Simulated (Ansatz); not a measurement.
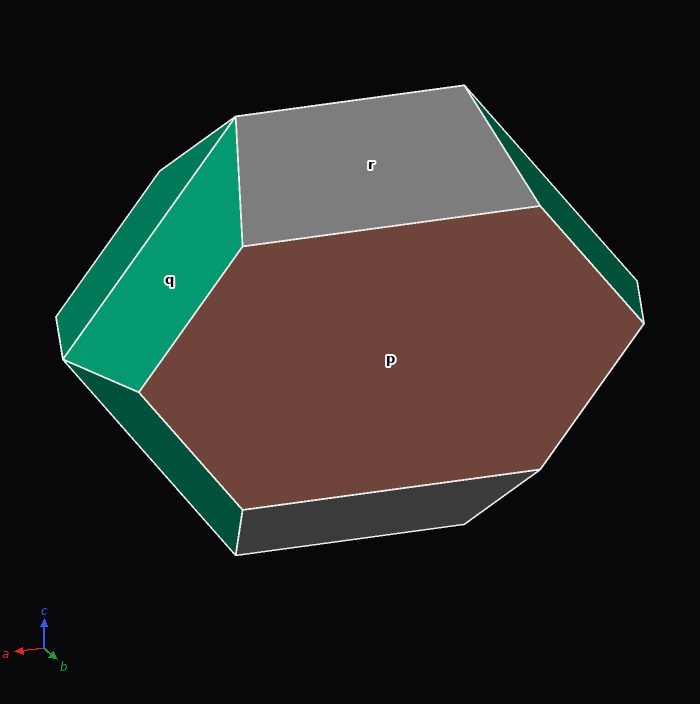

Crystal habit computed by the BFDH rule (growth rate of a face proportional to 1/d, systematic absences taken into account). This is a geometric estimate, not an energy calculation. Faces of one form share a colour. Cell of P: space group Cmce (No. 64), a = 3.317 Å, b = 10.291 Å, c = 4.197 Å, α = 90.00°, β = 90.00°, γ = 90.00°. Source: the end point of a relaxation with Ansatz, DFT PBEsol, scalar-relativistic, plane waves, PAW. Forms under 0.4 % of the area are left out.

**Index the forms that can be seen.**

brown (p): {020} (d = 5.15 Å, 38 % of the area); teal (q): {111} (d = 2.52 Å, 36 % of the area); grey (r): {021} (d = 3.25 Å, 26 % of the area).
